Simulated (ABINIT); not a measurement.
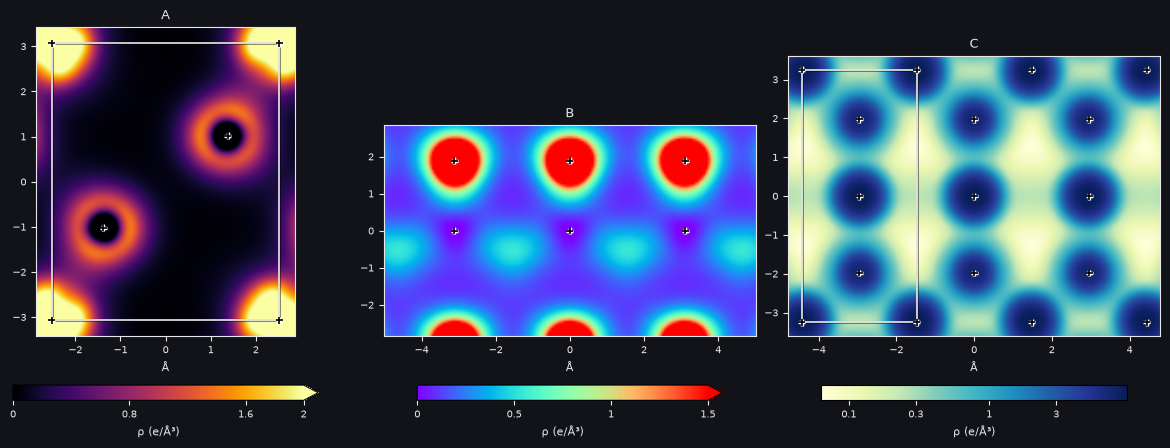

The valence charge density (pseudo) of 3 systems, each on a plane through atoms (crosses mark nuclei in the plane).

Theory: Kohn-Sham DFT of a periodic cell, PBE, JTH PAW PBE v2.0 in ABINIT 10.8.3.

System 1: AlN, the (100) plane of the conventional cell. Space group P6₃mc; computed pressure about 4 GPa in this cell.

System 2: TiO₂, the (110) plane of the conventional cell. Space group P4₂/mnm; a structure from a database of computed crystals, not necessarily the ambient phase; computed pressure about 4 GPa in this cell.

```xyz
6
Lattice="4.5998 0.0000 0.0000 0.0000 4.5998 0.0000 0.0000 0.0000 2.9592" Properties=species:S:1:pos:R:3 pbc="T T T"
Ti    0.0000    0.0000    1.4796
Ti    2.2999    2.2999    0.0000
O     1.3998    1.3998    1.4796
O     0.9001    3.6997    0.0000
O     3.6997    0.9001    0.0000
O     3.2000    3.2000    1.4796
```

System 3: PtS₂, the (110) plane of the conventional cell. Space group P-3m1; not relaxed (largest force 1.4 eV/Å); computed pressure about 12 GPa in this cell.

Which map belongs to which system?

Answer. Panel A is system 3, PtS₂: the plane holds Pt and S. Pt–S (2.34 Å): ρ at the midpoint is about 0.69 e/Å³. Panel B is system 1, AlN: the plane holds Al and N. Al–N (1.89 Å): ρ at the midpoint is about 0.67 e/Å³. Panel C is system 2, TiO₂: the plane holds Ti and O. Ti–O (1.95 Å): the density is about 0.74 e/Å³ at the midpoint.
